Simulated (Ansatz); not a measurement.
Consider AlNi.

Input

```
crystal:
  lattice:
    - [-2.0223875562, 2.0221673115, 0.0]
    - [2.0223875562, 2.0221673115, 2.8700173316]
    - [2.0223875562, 2.0221673115, -2.8700173316]
  atoms:
    - { symbol: Al, position: [1.0017239075, 0.0058962585, 0.0555043068] }
    - { symbol: Al, position: [0.9982760925, 0.4941037415, 0.4444956932] }
    - { symbol: Ni, position: [0.4462883684, 0.497755111, 1.026635926] }
    - { symbol: Ni, position: [0.5537116316, 0.002244889, 0.473364074] }
basis:
  ecutwfc: 500
kpoints:
  mp_grid: { grid: [12, 8, 8] }
hamiltonian:
  xc: r2scan
scf:
  occupations: { method: gaussian, width: 0.15 }
output:
  forces: true
  stress: true
  eigenvalues: true
  write_density: true
  write_potential: true
  elf: true
  volumetric_format: npy
relax:
  adjacent_minimum: "off"
  f_tol: 0.01
  max_steps: 80
  cell: { stress_tol: 0.1 }
```

Launched as:

```sh
ansatz run input.yaml --threads 2 --pin off --max-ram 5120MiB --backend cpu --events-out ev --progress --plain --runs-dir out
```

The fields are those of the run's last geometry, not of the input's.

Space group P4/mmm; a structure from a database of computed crystals, not necessarily the ambient phase; computed without spin polarisation.

Computed with Ansatz 0.2.0, DFT r2SCAN, scalar-relativistic, plane waves, PAW.

**What will maps of the valence pseudo-density and electron localisation function show?**

Al–Ni (2.48 Å): ρ is about 0.3 e/Å³ halfway; the ELF is about 0.40 at the midpoint.

**Metal or insulator at this level of theory?**

It is metallic or semimetallic at this level of theory: no gap opens.

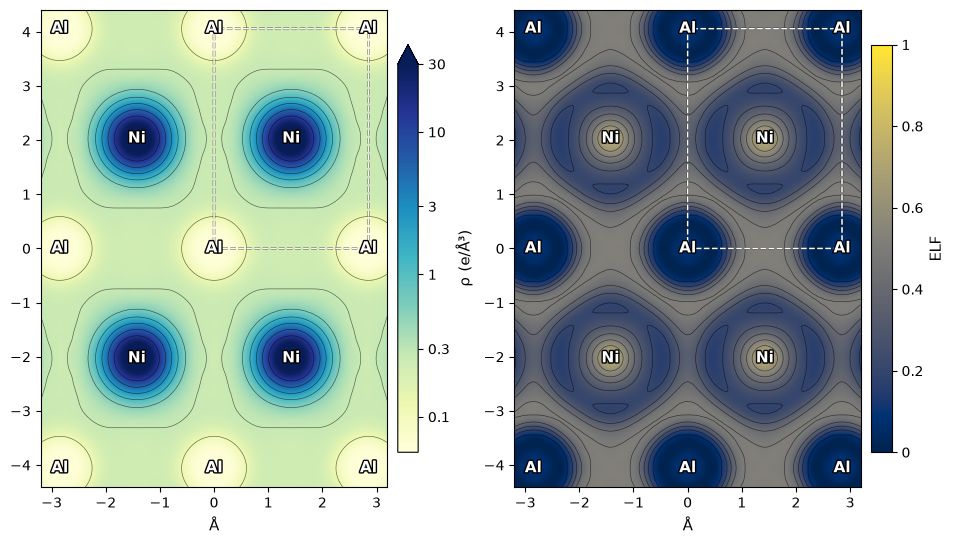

Computed valence pseudo-density and electron localisation function on the (001) plane of the calculation cell, in this order. 
